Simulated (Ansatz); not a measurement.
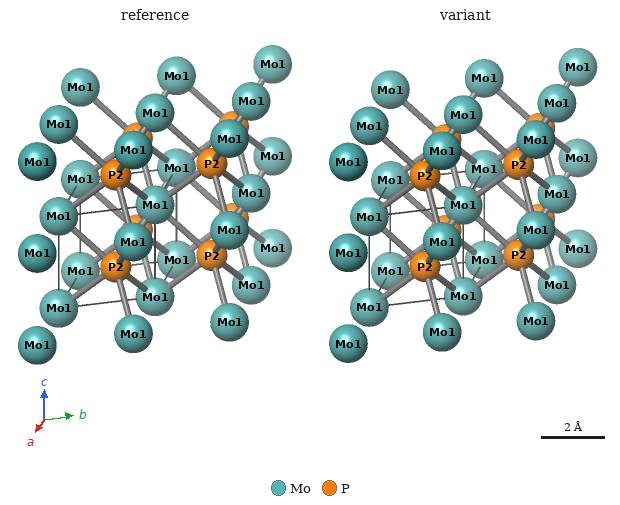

Left: a crystal of MoP (set up in P-6m2). Right: the same structure after one change, at the same scale. Style: ball-and-stick. Shown: the cell of the calculation, repeated 2 × 2 × 2 with one cell outlined, from a free direction.

Computed with DFT r2SCAN, scalar-relativistic, plane waves, PAW in Ansatz. Set-up: plane-wave cutoff 500 eV; k-point mesh 18 × 18 × 14; occupations gaussian; smearing width 0.1 eV; no spin polarisation.

Question: What distinguishes the right structure from the left one?

Answer: The volume is changed by −6.0 %. The cell's shape and the atoms are relaxed at that volume.

Question: What does the change do?

Answer: The volume changes by −6.0 %, with a = b 3.235 → 3.156 Å (−2.4 %), c 3.182 → 3.143 Å (−1.2 %). No atom moves by more than 0.005 Å relative to the cell. Near-neighbour distances before and after: Mo–P 2.453 → 2.406 Å. The space group stays P-6m2 (No. 187). The energy rises by 40.7 meV per atom. The pressure goes from 0.0 to 15.9 GPa. It is metallic before and after.
